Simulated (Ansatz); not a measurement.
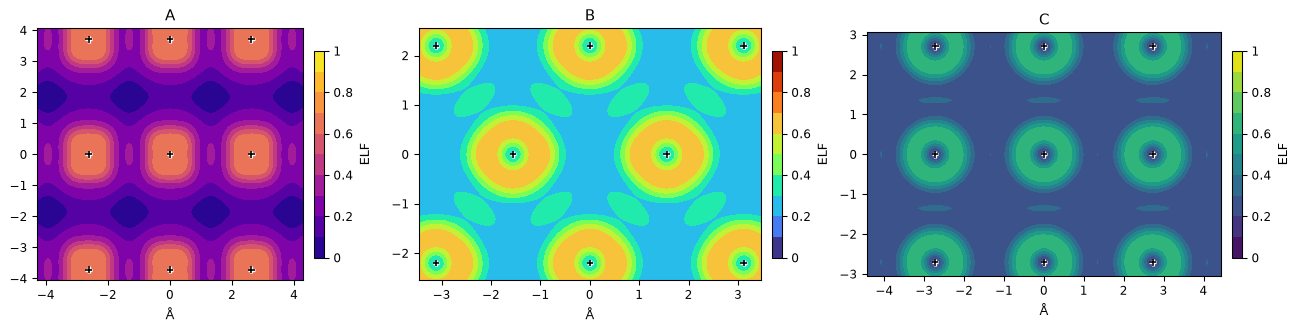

The ELF of 3 systems, each on a plane through atoms (crosses mark nuclei in the plane).

These are results of DFT, PBE, plane waves (420 eV) with PAW, scalar-relativistic in Ansatz, not measurements.

System 1: Pt, the (011) plane of the conventional cell. Space group Pm-3m; set up as Pt, simple cubic; a generated structure, not necessarily the stable one; changed on purpose from its base cell (volume × 1.0); the program warned that a starting moment wasn't kept; spin-polarised, but the moments vanished.

```xyz
1
Lattice="2.6246 0.0000 0.0000 0.0000 2.6246 0.0000 0.0000 0.0000 2.6246" Properties=species:S:1:pos:R:3 pbc="T T T"
Pt    0.0000    0.0000    0.0000
```

System 2: Ir, the (101̄) plane of the conventional cell. Space group Im-3m; set up as Ir, bcc; a generated structure, not necessarily the stable one; spin-polarised.

System 3: Ru, the (010) plane of the conventional cell. Space group Cmcm; set up as Ru, beta-Sn type; a generated structure, not necessarily the stable one; the program warned that a starting moment wasn't kept; spin-polarised, but the moments vanished.

Match each panel to its system.

Panel A is system 1, Pt: the plane holds Pt. Pt–Pt (2.62 Å): the ELF is about 0.30 at the midpoint. Panel B is system 2, Ir: the plane holds Ir. Ir–Ir (2.70 Å): the ELF is about 0.35 at the midpoint. Panel C is system 3, Ru: the plane holds Ru. Ru–Ru (2.71 Å): the ELF is about 0.30 at the midpoint.
